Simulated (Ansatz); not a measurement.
## MoSi$_{2}$: geometry relaxation (part 1 of 2)

MoSi$_{2}$ (slab, 9 atoms in the cell), computed with DFT PBE, scalar-relativistic, plane waves, PAW, no spin polarisation (Ansatz 0.2.0).

The structure derives from a Materials Project entry. It belongs to a series of runs on one base structure; here: (0 0 1) slab, atoms relaxed.

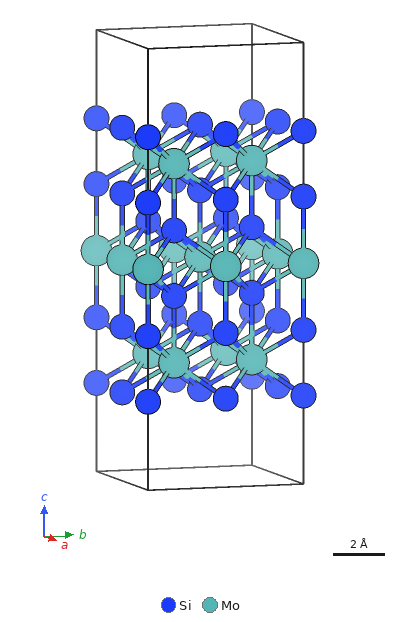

Figure 1. The structure as given in the input (ball-and-stick view of the 2 × 2 repeat of the cell, with the vacuum cut short, seen slightly off an axis).

**The input**
```yaml
crystal:
  lattice:
    - [3.2168683115, 0.0, 0.0]
    - [0.0, 3.2168683115, 0.0]
    - [0.0, 0.0, 25.4696606484]
  atoms:
    - { symbol: Si, position: [0.0, 0.0, 0.2944679988] }
    - { symbol: Mo, position: [0.5, 0.5, 0.3454465471] }
    - { symbol: Si, position: [0.0, 0.0, 0.3964250954] }
    - { symbol: Si, position: [0.5, 0.5, 0.4490214517] }
    - { symbol: Mo, position: [0.0, 0.0, 0.5] }
    - { symbol: Si, position: [0.5, 0.5, 0.5509785483] }
    - { symbol: Si, position: [0.0, 0.0, 0.6035749046] }
    - { symbol: Mo, position: [0.5, 0.5, 0.6545534529] }
    - { symbol: Si, position: [0.0, 0.0, 0.7055320012] }
basis:
  ecutwfc: 420
kpoints:
  mp_grid: { grid: [11, 11, 1] }
hamiltonian:
  xc: pbe
scf:
  occupations: { method: gaussian, width: 0.1 }
output:
  forces: true
  eigenvalues: true
  write_density: true
  write_potential: true
  elf: true
  volumetric_format: npy
relax:
  adjacent_minimum: "off"
  f_tol: 0.02
  max_steps: 60
efield:
  axis: 3
  dipole_correction: true
  ramp_width: 0.04
```

Run on 4 threads of Arm Neoverse V2, 128 GiB of memory available, shared host.

Run as:
```bash
ansatz run input.yaml --threads 4 --pin off --max-ram 8192MiB --backend cpu --events-out ev --progress --plain --runs-dir out
```

**Log**
```
Engine: ansatz 0.2.0, aarch64-unknown-linux-gnu
Pseudopotentials: kind: paw
Pseudopotential: Si, paw, valence charge 4, recommended cutoff 420 eV (normal), Si.paw.azcp
Pseudopotential: Mo, paw, valence charge 14, recommended cutoff 420 eV (normal), Mo.paw.azcp
Functional definition: PBE
  parameter kappa = 0.804
  parameter beta = 0.06672455060314922
  exchange = pbe_x(kappa = kappa, mu = beta*pi^2/3)
  correlation = pbe_c(beta = beta)
Crystal: 9 atoms, lattice volume = 263.566 Å³
Basis set: ecut = 420 eV, 5157 PW (Γ), exchange–correlation on 48×48×360 points (8 copies of the dense FFT grid, shifted against one another)
Bands: 42, of which v1, the nominal top of the filled ones, is band 33 counted from 1 (32 counted from 0)
Symmetry: 8 space group operations
k-points: 21 of 121
Non-local potential: Si, projectors of the file, l = 0: 2, l = 1: 2, l = 2: 2
Non-local potential: Mo, projectors of the file, l = 0: 3, l = 1: 2, l = 2: 2, l = 3: 1
PAW form: soft (Blöchl's): semilocal exchange-correlation on the pseudo side does not see the compensation charge
PAW one-centre angular grid: Si, 110 points (default); XC on 64 Gauss nodes
PAW one-centre angular grid: Mo, 590 points (default); XC on 64 Gauss nodes
Initial density: superposition of atomic densities (neutral atoms: chi_scale 0, normalization atom), corrected by the library's trained network
Initial wavefunctions: pseudopotential atomic-orbital guess
Functional: x = pbe(κ = 0.804, μ = 0.2195149727645171), c = pbe(β = 0.06672455060314922)
SCF iter   1: F=—  HF=-18684.333414 eV  |F-HF|=—  |Δ(HF+E_count)|=         —  Δρ=4.75e-3  dr2=9.11e-2  ethr=1.77e-3  p=0.000 e·Å  D=9.26e-15 V/Å  ΔV_dip=-0.00 eV  dr2_dipole=5.74e-10  V_vac-E_F(+/−)=4.95/4.95 eV  ⟨swp⟩=10.4  Hψ=5201  notcnv=0
efield: sawtooth ramp at fractional position 0.9800 (placed from the atoms, in the widest stretch of the axis that holds none; the zero of the levels goes with the place), width 0.0400; the density the first Hamiltonian is built on has a dipole p = 0.000 e·Å; the dipole correction subtracts the counter field D = 9.26e-15 V/Å, which shifts the + side's vacuum level by -0.00 eV against the − side's; the planar-averaged density in the ramp window peaks in size at 3.9e-5 e/Å³
preconditioner: auto → LDOS  [metal: Δε(μ)=0.050 eV  Ē_g=6.451 eV  σ=0.100 eV  W_gap=0.27  n_scr=44 (ndim 8)  ℏωp=14.8 eV  f_vac=0.450  D(μ)=2.55/eV (n_scr^D=10)  β→1.0]
SCF iter   2: F=—  HF=-18684.336354 eV  |F-HF|=—  |Δ(HF+E_count)|=   2.94e-3  Δρ=2.63e-3  dr2=1.16e-1  ethr=1.38e-4  p=0.000 e·Å  D=4.26e-7 V/Å  ΔV_dip=-0.00 eV  dr2_dipole=3.18e-9  V_vac-E_F(+/−)=4.55/4.55 eV  ⟨swp⟩=2.2  Hψ=1607  notcnv=0  defer=20
SCF iter   3: F=—  HF=-18684.329014 eV  |F-HF|=—  |Δ(HF+E_count)|=   7.34e-3  Δρ=1.02e-3  dr2=1.58e-2  ethr=1.38e-4  p=0.000 e·Å  D=4.71e-7 V/Å  ΔV_dip=-0.00 eV  dr2_dipole=2.93e-10  V_vac-E_F(+/−)=4.56/4.56 eV  ⟨swp⟩=2.0  Hψ=1169  notcnv=0  defer=20
SCF iter   4: F=—  HF=-18684.327892 eV  |F-HF|=—  |Δ(HF+E_count)|=   1.12e-3  Δρ=4.84e-4  dr2=1.59e-3  ethr=2.39e-5  p=0.000 e·Å  D=1.37e-6 V/Å  ΔV_dip=-0.00 eV  dr2_dipole=3.48e-11  V_vac-E_F(+/−)=4.54/4.54 eV  ⟨swp⟩=3.1  Hψ=1580  notcnv=0  defer=20
SCF iter   5: F=—  HF=-18684.327724 eV  |F-HF|=—  |Δ(HF+E_count)|=   1.68e-4  Δρ=1.27e-4  dr2=6.96e-5  ethr=2.41e-6  p=0.000 e·Å  D=8.69e-7 V/Å  ΔV_dip=-0.00 eV  dr2_dipole=7.48e-11  V_vac-E_F(+/−)=4.53/4.53 eV  ⟨swp⟩=2.0  Hψ=1153  notcnv=0  defer=7
iter 6 did not close the SCF: its close was put off until two iterations running show no level that it waits for move by more than its bar (scf_convergence_deferred on its scf_iter line)
SCF iter   6: F=-18684.327729 eV  HF=-18684.327730 eV  |F-HF|=1.36e-6  |Δ(HF+E_count)|=   6.01e-6  Δρ=4.24e-5  dr2=7.26e-6  ethr=1.52e-8  p=0.000 e·Å  D=4.47e-7 V/Å  ΔV_dip=-0.00 eV  dr2_dipole=6.62e-11  V_vac-E_F(+/−)=4.52/4.52 eV  ⟨swp⟩=21.5  Hψ=10220  notcnv=0
iter 7 did not close the SCF: its close was put off until two iterations running show no level that it waits for move by more than its bar (scf_convergence_deferred on its scf_iter line)
SCF iter   7: F=-18684.327732 eV  HF=-18684.327732 eV  |F-HF|=1.61e-7  |Δ(HF+E_count)|=   1.77e-6  Δρ=1.40e-5  dr2=6.07e-7  ethr=1.10e-8  p=0.000 e·Å  D=8.69e-8 V/Å  ΔV_dip=-0.00 eV  dr2_dipole=1.43e-11  V_vac-E_F(+/−)=4.52/4.52 eV  ⟨swp⟩=13.0  Hψ=8316  notcnv=0
SCF iter   8: F=-18684.327733 eV  HF=-18684.327733 eV  |F-HF|=2.02e-8  |Δ(HF+E_count)|=   3.77e-7  Δρ=3.15e-6  dr2=4.75e-8  ethr=9.20e-10  p=0.000 e·Å  D=4.12e-8 V/Å  ΔV_dip=-0.00 eV  dr2_dipole=3.20e-11  V_vac-E_F(+/−)=4.52/4.52 eV  ⟨swp⟩=11.0  Hψ=7465  notcnv=0
SCF 1 converged in 8 iterations: F = -18684.327733 eV  dr2 = 4.75e-8
  greatest PAW one-centre occupation: 0.998 electrons in one spin orbital (limit 2), on the Mo atom at site 7 (counted from 0), in its partial waves of l = 0
relax step   1: F+E_penalty+E_count = -18684.32773263 eV  Δ(F+E_penalty+E_count) = +0.000e0 eV  max|allowed force component| = 5.665e-1 eV/Å  Δτ_max = 0.0000 Å  (8 SCF iters, dr2 threshold 1.00e-5 eV, accepted)
Initial density: handed on by an earlier stage of this run
Initial wavefunctions: those handed on with the density
iter 1 solved again at ethr=1.33e-4 eV; its pass at ethr=3.10e-3 eV (dr2=8.75e-2 eV) is discarded
SCF iter   1: F=—  HF=-18684.395951 eV  |F-HF|=—  |Δ(HF+E_count)|=         —  Δρ=3.34e-3  dr2=9.03e-2  ethr=1.33e-4  p=0.000 e·Å  D=4.12e-8 V/Å  ΔV_dip=-0.00 eV  dr2_dipole=1.15e-9  V_vac-E_F(+/−)=4.53/4.53 eV  ⟨swp⟩=2.0  Hψ=3258  notcnv=0  defer=49
efield: sawtooth ramp at fractional position 0.9800 (handed on by an earlier solve), width 0.0400; the density the first Hamiltonian is built on has a dipole p = 0.000 e·Å; the dipole correction subtracts the counter field D = 4.12e-8 V/Å, which shifts the + side's vacuum level by -0.00 eV against the − side's; the planar-averaged density in the ramp window peaks in size at 3.2e-6 e/Å³
preconditioner: auto → LDOS  [metal: Δε(μ)=0.067 eV  Ē_g=6.534 eV  σ=0.100 eV  W_gap=0.35  n_scr=44 (ndim 8)  ℏωp=14.8 eV  f_vac=0.459  D(μ)=1.85/eV (n_scr^D=8)  β→1.0]
SCF iter   2: F=—  HF=-18684.392176 eV  |F-HF|=—  |Δ(HF+E_count)|=   3.77e-3  Δρ=2.24e-3  dr2=5.78e-2  ethr=1.33e-4  p=0.000 e·Å  D=4.51e-7 V/Å  ΔV_dip=-0.00 eV  dr2_dipole=2.71e-9  V_vac-E_F(+/−)=4.41/4.41 eV  ⟨swp⟩=2.0  Hψ=1247  notcnv=0  defer=49
SCF iter   3: F=—  HF=-18684.386674 eV  |F-HF|=—  |Δ(HF+E_count)|=   5.50e-3  Δρ=9.54e-4  dr2=7.62e-3  ethr=8.76e-5  p=0.000 e·Å  D=6.03e-7 V/Å  ΔV_dip=-0.00 eV  dr2_dipole=3.10e-10  V_vac-E_F(+/−)=4.47/4.47 eV  ⟨swp⟩=2.0  Hψ=1200  notcnv=0  defer=49
SCF iter   4: F=—  HF=-18684.385694 eV  |F-HF|=—  |Δ(HF+E_count)|=   9.79e-4  Δρ=1.95e-4  dr2=6.46e-4  ethr=1.15e-5  p=0.000 e·Å  D=3.13e-8 V/Å  ΔV_dip=-0.00 eV  dr2_dipole=4.91e-11  V_vac-E_F(+/−)=4.47/4.47 eV  ⟨swp⟩=2.4  Hψ=1315  notcnv=0  defer=50
SCF iter   5: F=-18684.385666 eV  HF=-18684.385663 eV  |F-HF|=2.65e-6  |Δ(HF+E_count)|=   3.15e-5  Δρ=8.53e-5  dr2=1.35e-5  ethr=3.04e-8  p=0.000 e·Å  D=2.36e-7 V/Å  ΔV_dip=-0.00 eV  dr2_dipole=5.71e-11  V_vac-E_F(+/−)=4.47/4.47 eV  ⟨swp⟩=24.1  Hψ=10724  notcnv=0
SCF 2 converged in 5 iterations: F = -18684.385666 eV  dr2 = 1.35e-5
  Residual-converged pass: ⟨swp⟩=1.0  Hψ=967  notcnv=0  max |occ|·‖R‖ = 7.0e-9 eV (tolerance 1.0e-8 eV)  dr2=1.35e-5  dr2_onsite=3.63e-7  max |Δocc| = 3.8e-10
  greatest PAW one-centre occupation: 0.998 electrons in one spin orbital (limit 2), on the Mo atom at site 1 (counted from 0), in its partial waves of l = 0
relax step   2: F+E_penalty+E_count = -18684.38566559 eV  Δ(F+E_penalty+E_count) = -5.793e-2 eV  max|allowed force component| = 1.809e-1 eV/Å  Δτ_max = 0.0924 Å  (5 SCF iters, dr2 threshold 2.01e-5 eV, accepted)
SCF iter   1: F=—  HF=-18684.389872 eV  |F-HF|=—  |Δ(HF+E_count)|=         —  Δρ=1.01e-3  dr2=1.38e-2  ethr=4.58e-5  p=0.000 e·Å  D=2.36e-7 V/Å  ΔV_dip=-0.00 eV  dr2_dipole=5.27e-10  V_vac-E_F(+/−)=4.45/4.45 eV  ⟨swp⟩=2.4  Hψ=1796  notcnv=0  defer=49
efield: sawtooth ramp at fractional position 0.9800 (handed on by an earlier solve), width 0.0400; the density the first Hamiltonian is built on has a dipole p = 0.000 e·Å; the dipole correction subtracts the counter field D = 2.36e-7 V/Å, which shifts the + side's vacuum level by -0.00 eV against the − side's; the planar-averaged density in the ramp window peaks in size at 2.2e-6 e/Å³
preconditioner: auto → LDOS  [metal: Δε(μ)=0.060 eV  Ē_g=6.531 eV  σ=0.100 eV  W_gap=0.32  n_scr=44 (ndim 8)  ℏωp=14.8 eV  f_vac=0.460  D(μ)=1.89/eV (n_scr^D=8)  β→1.0]
SCF iter   2: F=—  HF=-18684.392323 eV  |F-HF|=—  |Δ(HF+E_count)|=   2.45e-3  Δρ=1.22e-3  dr2=6.03e-2  ethr=2.09e-5  p=-0.000 e·Å  D=-1.03e-8 V/Å  ΔV_dip=0.00 eV  dr2_dipole=5.18e-11  V_vac-E_F(+/−)=4.45/4.45 eV  ⟨swp⟩=3.0  Hψ=1590  notcnv=0  defer=49  recentre
SCF iter   3: F=—  HF=-18684.388751 eV  |F-HF|=—  |Δ(HF+E_count)|=   3.57e-3  Δρ=4.23e-4  dr2=2.39e-3  ethr=2.09e-5  p=0.000 e·Å  D=1.19e-7 V/Å  ΔV_dip=-0.00 eV  dr2_dipole=3.56e-11  V_vac-E_F(+/−)=4.45/4.45 eV  ⟨swp⟩=2.0  Hψ=1211  notcnv=0  defer=49
SCF iter   4: F=—  HF=-18684.388576 eV  |F-HF|=—  |Δ(HF+E_count)|=   1.75e-4  Δρ=1.10e-4  dr2=7.99e-5  ethr=3.62e-6  p=-0.000 e·Å  D=-3.58e-8 V/Å  ΔV_dip=0.00 eV  dr2_dipole=3.59e-13  V_vac-E_F(+/−)=4.45/4.45 eV  ⟨swp⟩=2.2  Hψ=1182  notcnv=0  defer=49
SCF iter   5: F=—  HF=-18684.388650 eV  |F-HF|=—  |Δ(HF+E_count)|=   7.41e-5  Δρ=3.21e-5  dr2=5.21e-6  ethr=1.21e-7  p=-0.000 e·Å  D=-2.68e-9 V/Å  ΔV_dip=0.00 eV  dr2_dipole=2.41e-12  V_vac-E_F(+/−)=4.45/4.45 eV  ⟨swp⟩=2.7  Hψ=1421  notcnv=0  defer=49
iter 6 did not close the SCF: its close was put off until two iterations running show no level that it waits for move by more than its bar (scf_convergence_deferred on its scf_iter line)
SCF iter   6: F=-18684.388651 eV  HF=-18684.388651 eV  |F-HF|=3.81e-7  |Δ(HF+E_count)|=   7.37e-7  Δρ=9.86e-6  dr2=2.52e-7  ethr=3.10e-9  p=0.000 e·Å  D=4.74e-9 V/Å  ΔV_dip=-0.00 eV  dr2_dipole=2.06e-13  V_vac-E_F(+/−)=4.45/4.45 eV  ⟨swp⟩=21.7  Hψ=8978  notcnv=0
iter 7 did not close the SCF: its close was put off until two iterations running show no level that it waits for move by more than its bar (scf_convergence_deferred on its scf_iter line)
SCF iter   7: F=-18684.388651 eV  HF=-18684.388651 eV  |F-HF|=1.02e-7  |Δ(HF+E_count)|=   3.88e-7  Δρ=3.75e-6  dr2=3.25e-8  ethr=3.82e-10  p=0.000 e·Å  D=2.11e-8 V/Å  ΔV_dip=-0.00 eV  dr2_dipole=6.93e-13  V_vac-E_F(+/−)=4.45/4.45 eV  ⟨swp⟩=10.6  Hψ=7362  notcnv=0
SCF iter   8: F=-18684.388651 eV  HF=-18684.388651 eV  |F-HF|=7.64e-10  |Δ(HF+E_count)|=   1.06e-7  Δρ=8.95e-7  dr2=7.35e-9  ethr=4.93e-11  p=-0.000 e·Å  D=-2.52e-8 V/Å  ΔV_dip=0.00 eV  dr2_dipole=1.07e-11  V_vac-E_F(+/−)=4.44/4.44 eV  ⟨swp⟩=9.7  Hψ=6736  notcnv=0
SCF 3 converged in 8 iterations: F = -18684.388651 eV  dr2 = 7.35e-9
relax step   3: F+E_penalty+E_count = -18684.38865127 eV  Δ(F+E_penalty+E_count) = -2.986e-3 eV  max|allowed force component| = 5.673e-2 eV/Å  Δτ_max = 0.0118 Å  (8 SCF iters, dr2 threshold 2.05e-6 eV, accepted)
SCF iter   1: F=—  HF=-18684.388967 eV  |F-HF|=—  |Δ(HF+E_count)|=         —  Δρ=3.89e-4  dr2=1.90e-3  ethr=2.02e-5  p=-0.000 e·Å  D=-2.52e-8 V/Å  ΔV_dip=0.00 eV  dr2_dipole=9.92e-11  V_vac-E_F(+/−)=4.45/4.45 eV  ⟨swp⟩=2.0  Hψ=1464  notcnv=0  defer=4
efield: sawtooth ramp at fractional position 0.9800 (handed on by an earlier solve), width 0.0400; the density the first Hamiltonian is built on has a dipole p = -0.000 e·Å; the dipole correction subtracts the counter field D = -2.52e-8 V/Å, which shifts the + side's vacuum level by +0.00 eV against the − side's; the planar-averaged density in the ramp window peaks in size at 2.3e-6 e/Å³
preconditioner: auto → LDOS  [metal: Δε(μ)=0.053 eV  Ē_g=6.535 eV  σ=0.100 eV  W_gap=0.29  n_scr=44 (ndim 8)  ℏωp=14.8 eV  f_vac=0.460  D(μ)=1.94/eV (n_scr^D=8)  β→1.0]
SCF iter   2: F=—  HF=-18684.389187 eV  |F-HF|=—  |Δ(HF+E_count)|=   2.20e-4  Δρ=3.81e-4  dr2=5.33e-3  ethr=2.87e-6  p=0.000 e·Å  D=5.52e-8 V/Å  ΔV_dip=-0.00 eV  dr2_dipole=2.66e-10  V_vac-E_F(+/−)=4.45/4.45 eV  ⟨swp⟩=2.6  Hψ=1482  notcnv=0  defer=5  recentre
SCF iter   3: F=—  HF=-18684.388850 eV  |F-HF|=—  |Δ(HF+E_count)|=   3.38e-4  Δρ=1.66e-4  dr2=3.72e-4  ethr=2.87e-6  p=-0.000 e·Å  D=-8.01e-8 V/Å  ΔV_dip=0.00 eV  dr2_dipole=5.38e-11  V_vac-E_F(+/−)=4.45/4.45 eV  ⟨swp⟩=2.0  Hψ=1189  notcnv=0  defer=5
SCF iter   4: F=—  HF=-18684.388820 eV  |F-HF|=—  |Δ(HF+E_count)|=   2.91e-5  Δρ=3.73e-5  dr2=4.90e-6  ethr=5.64e-7  p=0.000 e·Å  D=2.48e-8 V/Å  ΔV_dip=-0.00 eV  dr2_dipole=1.62e-11  V_vac-E_F(+/−)=4.45/4.45 eV  ⟨swp⟩=2.0  Hψ=1108  notcnv=0  defer=5
SCF iter   5: F=—  HF=-18684.388911 eV  |F-HF|=—  |Δ(HF+E_count)|=   9.02e-5  Δρ=1.02e-5  dr2=2.66e-7  ethr=7.42e-9  p=-0.000 e·Å  D=-5.95e-8 V/Å  ΔV_dip=0.00 eV  dr2_dipole=1.68e-11  V_vac-E_F(+/−)=4.45/4.45 eV  ⟨swp⟩=3.0  Hψ=1541  notcnv=0  defer=5
iter 6 did not close the SCF: its close was put off until two iterations running show no level that it waits for move by more than its bar (scf_convergence_deferred on its scf_iter line)
SCF iter   6: F=-18684.388911 eV  HF=-18684.388911 eV  |F-HF|=1.74e-8  |Δ(HF+E_count)|=   9.12e-8  Δρ=2.75e-6  dr2=1.93e-8  ethr=1.52e-10  p=-0.000 e·Å  D=-4.84e-8 V/Å  ΔV_dip=0.00 eV  dr2_dipole=1.40e-11  V_vac-E_F(+/−)=4.45/4.45 eV  ⟨swp⟩=18.2  Hψ=7916  notcnv=0
iter 7 did not close the SCF: its close was put off until two iterations running show no level that it waits for move by more than its bar (scf_convergence_deferred on its scf_iter line)
SCF iter   7: F=-18684.388911 eV  HF=-18684.388911 eV  |F-HF|=6.22e-9  |Δ(HF+E_count)|=   1.86e-8  Δρ=1.13e-6  dr2=4.07e-9  ethr=2.93e-11  p=-0.000 e·Å  D=-1.19e-7 V/Å  ΔV_dip=0.00 eV  dr2_dipole=1.71e-11  V_vac-E_F(+/−)=4.45/4.45 eV  ⟨swp⟩=8.4  Hψ=6472  notcnv=0
SCF iter   8: F=-18684.388911 eV  HF=-18684.388911 eV  |F-HF|=2.44e-9  |Δ(HF+E_count)|=   7.23e-9  Δρ=5.27e-7  dr2=4.59e-9  ethr=6.17e-12  p=-0.000 e·Å  D=-3.11e-8 V/Å  ΔV_dip=0.00 eV  dr2_dipole=4.31e-11  V_vac-E_F(+/−)=4.45/4.45 eV  ⟨swp⟩=8.3  Hψ=6111  notcnv=0
SCF 4 converged in 8 iterations: F = -18684.388911 eV  dr2 = 4.59e-9
relax step   4: F+E_penalty+E_count = -18684.38891067 eV  Δ(F+E_penalty+E_count) = -2.594e-4 eV  max|allowed force component| = 6.459e-3 eV/Å  Δτ_max = 0.0050 Å  (8 SCF iters, accepted)
```

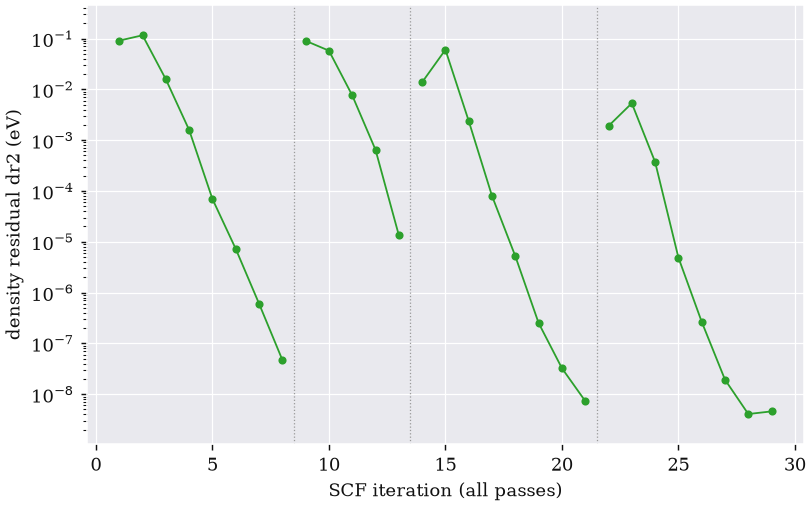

Figure 2. Convergence of the self-consistent field: density residual dr2 against the SCF iteration. The dotted lines part the SCF passes of the relaxation: geometry steps, rejected trials and re-solves on a re-selected basis. The passes take 8, 5, 8 and 8 iterations.

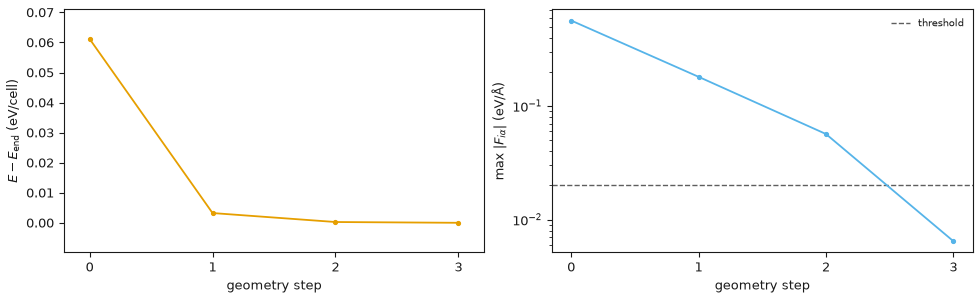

Figure 3. Progress of the relaxation, step by step (the first geometry is step 0 here and step 1 in the log).
